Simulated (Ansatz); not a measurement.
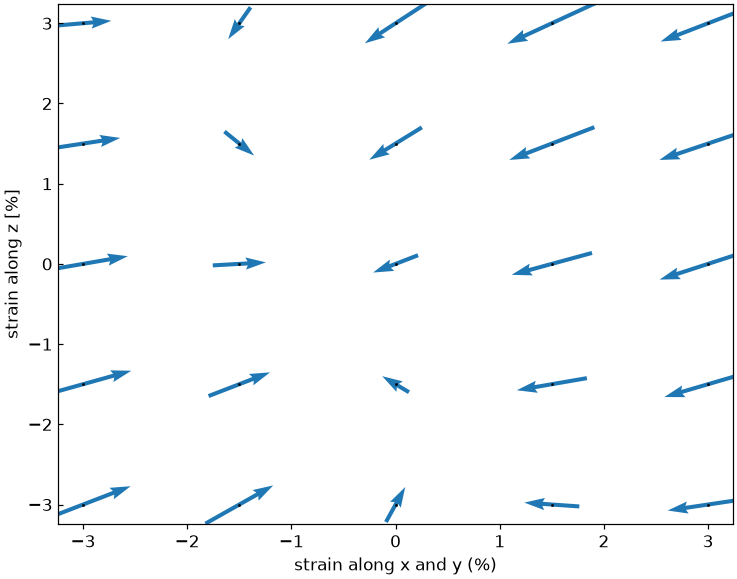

Be (Im-3m, No. 229; 1 atom in the cell). The cell is strained homogeneously, by one strain along x and y and another along z, with fractional coordinates fixed (x, y and z along the cube axes). The first coordinate is: strain along x and y; the second: strain along z. Grid: 5 × 5 points. The reference cell is the one listed in the database, not relaxed at this level. The calculation used DFT PBEsol, scalar-relativistic, plane waves, PAW in Ansatz 0.2.0. Settings: cutoff 420 eV, k-mesh 26×26×26, gaussian smearing 0.15 eV, no spin polarisation.

The picture shows dots at the grid points, arrows along the force (downhill), their lengths compressed.

> The arrows alone are given. Where is the energy lowest?

The arrows converge at about strain along x and y = −0.5 %, strain along z = −0.5 % (read from the interpolated surface).

The energy map of the same scan:

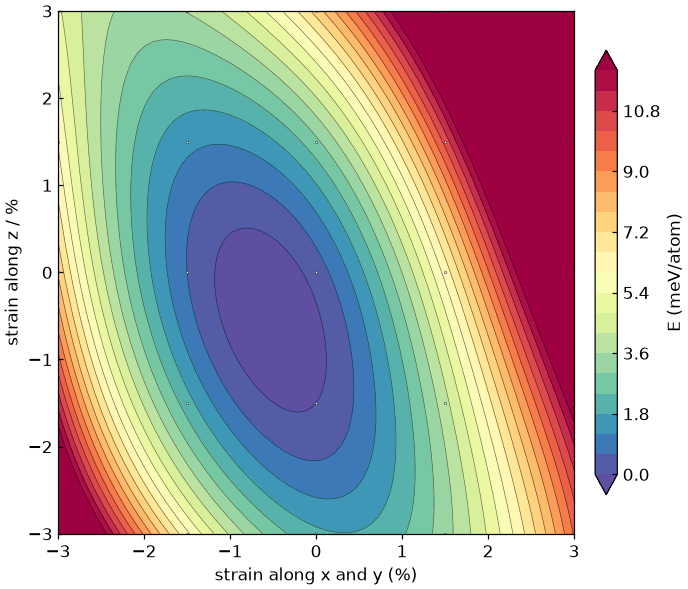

Energies are in meV/atom, from the lowest grid point; between grid points the surface is interpolated.
